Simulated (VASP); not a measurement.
**Geometry relaxation of SnS2 (part 2 of 3)**

The same run, continued: SnS2 (P-3m1, 3 atoms in the cell); Kohn-Sham DFT of a periodic cell, PBE, VASP PAW PBE potentials, recommended, no spin polarisation (VASP 6.6.1); cutoff 520 eV, 8×8×5 k-mesh, Gaussian smearing of 0.1 eV. The structure derives from an entry of the Crystallography Open Database.

Geometry of the input (Å; fractional positions):
```
3.6390  0.0000  0.0000
-1.8195  3.1515  0.0000
0.0000  0.0000  5.8680
Sn 0.0000  0.0000  0.0000
S  0.3333  0.6667  0.2500
S  0.6667  0.3333  0.7500
```

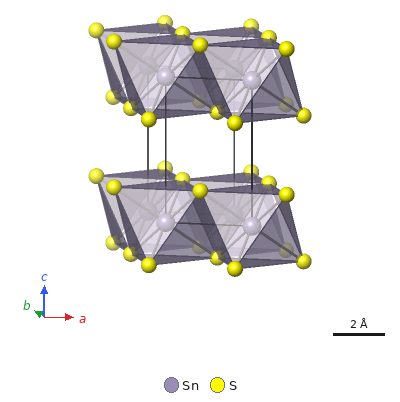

The input geometry (polyhedral view of the cell of the calculation, seen slightly off an axis; polyhedra are completed across the faces of the cell).

Parts of OUTCAR, continued
```
Analysis of symmetry for dynamics (positions and initial velocities):
=====================================================================
 Subroutine PRICEL returns:
 Original cell was already a primitive cell.

 Routine SETGRP: Setting up the symmetry group for a
 hexagonal supercell.

 Subroutine GETGRP returns: Found 12 space group operations
 (whereof 12 operations were pure point group operations)
 out of a pool of 24 trial point group operations.

The dynamic configuration has the point symmetry D_3d.

 Subroutine INISYM returns: Found 12 space group operations
 (whereof 12 operations are pure point group operations),
 and found     1 'primitive' translations

----------------------------------------------------------------------------------------

                                     Primitive cell

  volume of cell :      67.2953

  direct lattice vectors                    reciprocal lattice vectors
     3.639000000  0.000000000  0.000000000     0.274800769  0.158656298  0.000000000
    -1.819500000  3.151466440  0.000000000     0.000000000  0.317312597  0.000000000
     0.000000000  0.000000000  5.868000000     0.000000000  0.000000000  0.170415815

  length of vectors
     3.639000000  3.638999996  5.868000000     0.317312597  0.317312597  0.170415815

  position of ions in fractional coordinates (direct lattice)
     0.000000000  0.000000000  0.000000000
     0.333333330  0.666666670  0.250000000
     0.666666670  0.333333330  0.750000000

  ion indices of the primitive-cell ions
   primitive index   ion index
                 1           1
                 2           2
                 3           3

----------------------------------------------------------------------------------------

 KPOINTS: k-points

Automatic generation of k-mesh.
 Grid dimensions read from file:
 generate k-points for:    8    8    5

 Generating k-lattice:

  Cartesian coordinates                     Fractional coordinates (reciprocal lattice)
     0.034350096  0.019832037  0.000000000     0.125000000  0.000000000  0.000000000
     0.000000000  0.039664075  0.000000000     0.000000000  0.125000000  0.000000000
     0.000000000  0.000000000  0.034083163     0.000000000  0.000000000  0.200000000

  Length of vectors
     0.039664075  0.039664075  0.034083163

  Shift w.r.t. Gamma in fractional coordinates (k-lattice)
     0.000000000  0.000000000  0.000000000

 Subroutine IBZKPT returns following result:
 ===========================================

 Found     40 irreducible k-points:

 Following reciprocal coordinates:
            Coordinates               Weight
  0.000000  0.000000  0.000000      1.000000
  0.125000  0.000000  0.000000      6.000000
  0.250000  0.000000  0.000000      6.000000
  0.375000 -0.000000  0.000000      6.000000
  0.500000  0.000000  0.000000      3.000000
  0.125000  0.125000  0.000000      6.000000
  0.250000  0.125000  0.000000     12.000000
  0.375000  0.125000  0.000000     12.000000
  0.250000  0.250000  0.000000      6.000000
  0.375000  0.250000  0.000000      6.000000
  0.000000  0.000000  0.200000      2.000000
  0.125000  0.000000  0.200000      6.000000
  0.000000  0.125000  0.200000      6.000000
  0.250000  0.000000  0.200000      6.000000
  0.000000  0.250000  0.200000      6.000000
  0.375000 -0.000000  0.200000      6.000000
  0.000000  0.375000  0.200000      6.000000
  0.500000  0.000000  0.200000      6.000000
  0.125000  0.125000  0.200000     12.000000
  0.250000  0.125000  0.200000     12.000000
 -0.125000  0.375000  0.200000     12.000000
  0.375000  0.125000  0.200000     12.000000
 -0.125000  0.500000  0.200000     12.000000
  0.250000  0.250000  0.200000     12.000000
 [... further k-points ...]
   k-points           NKPTS =     40   k-points in BZ     NKDIM =     40   number of bands    NBANDS=     17
   number of dos      NEDOS =    301   number of ions     NIONS =      3
   total plane-waves  NPLWV =  37632
   dimension x,y,z NGX =    28 NGY =   28 NGZ =   48
   dimension x,y,z NGXF=    56 NGYF=   56 NGZF=   96
   ions per type =               1   2
   NGX,Y,Z   is equivalent  to a cutoff of  12.79, 12.79, 13.60 a.u.
   NGXF,Y,Z  is equivalent  to a cutoff of  25.58, 25.58, 27.20 a.u.
 SYSTEM =  unknown system
   PREC   = accura    normal or accurate (medium, high low for compatibility)
   ISTART =      0    job   : 0-new  1-cont  2-samecut
   ICHARG =      2    charge: 1-file 2-atom 10-const
   ISPIN  =      1    spin polarized calculation?
   LNONCOLLINEAR =      F non collinear calculations
   LSORBIT =      F    spin-orbit coupling
   LASPH  =      T    aspherical Exc in radial PAW
   ENCUT  =  520.0 eV  38.22 Ry    6.18 a.u.   6.77  6.77 10.91*2*pi/ulx,y,z
   NELM   =    120;   NELMIN=  2; NELMDL= -5     # of ELM steps
   EDIFF  = 0.1E-05   stopping-criterion for ELM
   LREAL  =      F    real-space projection
   EDIFFG = -.1E-01   stopping-criterion for IOM
   NSW    =     90    number of steps for IOM
   IBRION =      2    ionic relax: 0-MD 1-quasi-New 2-CG
   NFREE  =      1    steps in history (QN), initial steepest desc. (CG)
   ISIF   =      3    stress and relaxation
   ISYM   =      2    0-nonsym 1-usesym 2-fastsym
   POTIM  = 0.5000    time-step for ionic-motion
   TEBEG  =    0.0;   TEEND  =   0.0 temperature during run
   PSTRESS=    0.0 pullay stress
   NELECT =      26.0000    total number of electrons
   NUPDOWN=      -1.0000    fix difference up-down
   EMIN   =  10.00;   EMAX   =-10.00  energy-range for DOS
   EFERMI =   0.00;   METHOD = LEGACY
   ISMEAR =     0;   SIGMA  =   0.10  broadening in eV -4-tet -1-fermi 0-gaus
   EFERMI_NEDOS =   21; number of points for ismear=-14 and -15
   IALGO  =     38    algorithm
   IMIX   =      4    mixing-type and parameters
     AMIX     =   0.40;   BMIX     =  1.00
     AMIX_MAG =   1.60;   BMIX_MAG =  1.00
  volume/ion in A,a.u.               =      22.43       151.38
  Fermi-wavevector in a.u.,A,eV,Ry     =   1.192352  2.253218 19.343434  1.421702
  Thomas-Fermi vector in A             =   2.328392
   LORBIT       =      0    0 simple, 1 ext, 2 COOP (PROOUT), +10 PAW based schemes
   GGA     = PE    functional components
   LHFCALC =     F    Hartree Fock is set to
   AEXX    =    0.0000 exact exchange contribution
   IVDW    =     0    specifies the selected vdW correction
   LEPSILON=     F    determine dielectric tensor
   LRPA    =     F    only Hartree local field effects (RPA)
 conjugate gradient relaxation of ions
 non-spin polarized calculation
 Gauss-broadening in eV      SIGMA  =   0.10
  energy-cutoff  :      520.00
  volume of cell :       67.30
 maximum number of plane-waves:      1840
 NGX is ok and might be reduce to    28
   NGX = 13   NGY = 13   NGZ = 21

--------------------------------------- Ionic step        1  -------------------------------------------

 number of electron      26.0000007 magnetization

 Free energy of the ion-electron system (eV)
  ---------------------------------------------------
  ext. energy  EPLUGINS =         0.00000000
  ---------------------------------------------------
  free energy    TOTEN  =       -13.13867441 eV

  energy without entropy =      -13.13867441  energy(sigma->0) =      -13.13867441

------------------------ aborting loop because EDIFF is reached ----------------------------------------

  FORCE on cell =-STRESS in cart. coord.  units (eV):
  Direction    XX          YY          ZZ          XY          YZ          ZX
  --------------------------------------------------------------------------------------
  -------------------------------------------------------------------------------------
  Total        1.7945214      1.7945214      1.6497867      0.0000000      0.0000000      0.0000000
  in kB       42.7242422     42.7242421     39.2783759      0.0000000      0.0000000      0.0000000
  external PRESSURE =      41.5756201 kB  Pullay stress =       0.0000000 kB

 VOLUME and BASIS-vectors are now :
 -----------------------------------------------------------------------------
  energy-cutoff  :      520.00
  volume of cell :       67.30
      direct lattice vectors                 reciprocal lattice vectors
     3.639000000  0.000000000  0.000000000     0.274800769  0.158656298  0.000000000
    -1.819500000  3.151466440  0.000000000     0.000000000  0.317312597  0.000000000
     0.000000000  0.000000000  5.868000000     0.000000000  0.000000000  0.170415815

 POSITION                                       TOTAL-FORCE (eV/Angst)
 -----------------------------------------------------------------------------------
      0.00000      0.00000      0.00000         0.000000      0.000000     -0.000000
     -0.00000      2.10098      1.46700        -0.000000      0.000000      0.240832
      1.81950      1.05049      4.40100         0.000000     -0.000000     -0.240832
 -----------------------------------------------------------------------------------
    total drift:                                0.000000      0.000000      0.000000

  FREE ENERGIE OF THE ION-ELECTRON SYSTEM (eV)
  ---------------------------------------------------
  free  energy   TOTEN  =       -13.1386744056 eV

  energy  without entropy=      -13.1386744056  energy(sigma->0) =      -13.13867441

--------------------------------------- Ionic step        2  -------------------------------------------

 number of electron      25.9999992 magnetization

------------------------ aborting loop because EDIFF is reached ----------------------------------------

  FORCE on cell =-STRESS in cart. coord.  units (eV):
  Direction    XX          YY          ZZ          XY          YZ          ZX
  --------------------------------------------------------------------------------------
  -------------------------------------------------------------------------------------
  Total       -1.1412757     -1.1412757     -1.1803294      0.0000000     -0.0000000      0.0000000
  in kB      -25.0054217    -25.0054217    -25.8610922      0.0000000     -0.0000000      0.0000000
  external PRESSURE =     -25.2906452 kB  Pullay stress =       0.0000000 kB

 VOLUME and BASIS-vectors are now :
 -----------------------------------------------------------------------------
  energy-cutoff  :      520.00
  volume of cell :       73.13
      direct lattice vectors                 reciprocal lattice vectors
     3.744012410  0.000000000  0.000000000     0.267093132  0.154206292 -0.000000000
    -1.872006205  3.242409855 -0.000000000     0.000000000  0.308412583 -0.000000000
     0.000000000  0.000000000  6.023678210    -0.000000000  0.000000000  0.166011524

 POSITION                                       TOTAL-FORCE (eV/Angst)
 -----------------------------------------------------------------------------------
      0.00000      0.00000      6.02368         0.000000      0.000000      0.000000
     -0.00000      2.16161      1.51785         0.000000     -0.000000     -0.583236
      1.87201      1.08080      4.50583        -0.000000      0.000000      0.583236
 -----------------------------------------------------------------------------------
    total drift:                                0.000000      0.000000      0.000000

  FREE ENERGIE OF THE ION-ELECTRON SYSTEM (eV)
  ---------------------------------------------------
  free  energy   TOTEN  =       -13.1537067185 eV

  energy  without entropy=      -13.1537067184  energy(sigma->0) =      -13.15370672

--------------------------------------- Ionic step        3  -------------------------------------------

 number of electron      26.0000001 magnetization

------------------------ aborting loop because EDIFF is reached ----------------------------------------

  FORCE on cell =-STRESS in cart. coord.  units (eV):
  Direction    XX          YY          ZZ          XY          YZ          ZX
  --------------------------------------------------------------------------------------
  -------------------------------------------------------------------------------------
  Total        0.0835545      0.0835545      0.0119367      0.0000000      0.0000000      0.0000000
  in kB        1.9005450      1.9005450      0.2715132      0.0000000      0.0000000      0.0000000
  external PRESSURE =       1.3575344 kB  Pullay stress =       0.0000000 kB

 VOLUME and BASIS-vectors are now :
 -----------------------------------------------------------------------------
  energy-cutoff  :      520.00
  volume of cell :       70.44
      direct lattice vectors                 reciprocal lattice vectors
     3.696315205  0.000000000  0.000000000     0.270539698  0.156196168 -0.000000000
    -1.848157602  3.201102863 -0.000000000     0.000000000  0.312392336 -0.000000000
     0.000000000  0.000000000  5.952968324    -0.000000000  0.000000000  0.167983424

 POSITION                                       TOTAL-FORCE (eV/Angst)
 -----------------------------------------------------------------------------------
     -1.84816      3.20110     -0.00000        -0.000000     -0.000000      0.000000
     -0.00000      2.13407      1.49481         0.000000     -0.000000     -0.243550
      1.84816      1.06703      4.45815        -0.000000      0.000000      0.243550
 -----------------------------------------------------------------------------------
    total drift:                               -0.000000      0.000000      0.000000

  FREE ENERGIE OF THE ION-ELECTRON SYSTEM (eV)
  ---------------------------------------------------
  free  energy   TOTEN  =       -13.1790163580 eV

  energy  without entropy=      -13.1790163580  energy(sigma->0) =      -13.17901636

 E-fermi :   3.7785     XC(G=0):  -8.9870     alpha+bet :-10.1695

 val. band max:        3.3404016128   @ k =   0.1250   0.0000   0.2000
 cond. band min:       4.8719021778   @ k =   0.5000   0.0000   0.4000
 fundamental gap:      1.5315005650
 Fermi energy:         3.7785170919

 k-point     1 :       0.0000    0.0000    0.0000
  band No.  band energies     occupation
      1     -17.4130      2.00000
      2     -17.4130      2.00000
      3     -17.3784      2.00000
      4     -17.3539      2.00000
      5     -17.3539      2.00000
      6      -9.9849      2.00000
      7      -8.1788      2.00000
      8      -1.7646      2.00000
      9       2.8523      2.00000
     10       2.8523      2.00000
     11       3.1739      2.00000
     12       3.1834      2.00000
     13       3.1834      2.00000
     14       5.3204      0.00000
     15       7.1122      0.00000
     16       8.7833      0.00000
     17       8.7833      0.00000

 k-point     2 :       0.1250    0.0000    0.0000
  band No.  band energies     occupation
      1     -17.4215      2.00000
      2     -17.4053      2.00000
      3     -17.3724      2.00000
      4     -17.3589      2.00000
      5     -17.3531      2.00000
      6      -9.8195      2.00000
      7      -8.0661      2.00000
      8      -1.7758      2.00000
      9       1.7020      2.00000
     10       2.3983      2.00000
     11       2.5780      2.00000
     12       3.1867      2.00000
     13       3.3253      2.00000
     14       6.0097      0.00000
     15       7.7670      0.00000
     16       8.5968      0.00000
     17       9.1116      0.00000

 k-point     3 :       0.2500    0.0000    0.0000
  band No.  band energies     occupation
      1     -17.4453      2.00000
      2     -17.3915      2.00000
      3     -17.3731      2.00000
      4     -17.3523      2.00000
      5     -17.3461      2.00000
      6      -9.3465      2.00000
      7      -7.7966      2.00000
      8      -2.0544      2.00000
      9       0.3042      2.00000
     10       1.5334      2.00000
     11       1.7523      2.00000
     12       3.1528      2.00000
     13       3.2999      2.00000
     14       5.9262      0.00000
     15       8.0911      0.00000
     16       9.6393      0.00000
     17       9.6829      0.00000

 k-point     4 :       0.3750   -0.0000    0.0000
  band No.  band energies     occupation
      1     -17.4709      2.00000
      2     -17.3862      2.00000
      3     -17.3826      2.00000
      4     -17.3350      2.00000
      5     -17.3303      2.00000
      6      -8.6733      2.00000
      7      -7.5937      2.00000
      8      -2.8315      2.00000
      9      -0.4646      2.00000
     10       1.0936      2.00000
     11       1.2735      2.00000
     12       2.9541      2.00000
     13       3.1927      2.00000
     14       5.2653      0.00000
     15       8.1117      0.00000
     16       9.7893      0.00000
     17       9.8450      0.00000
```
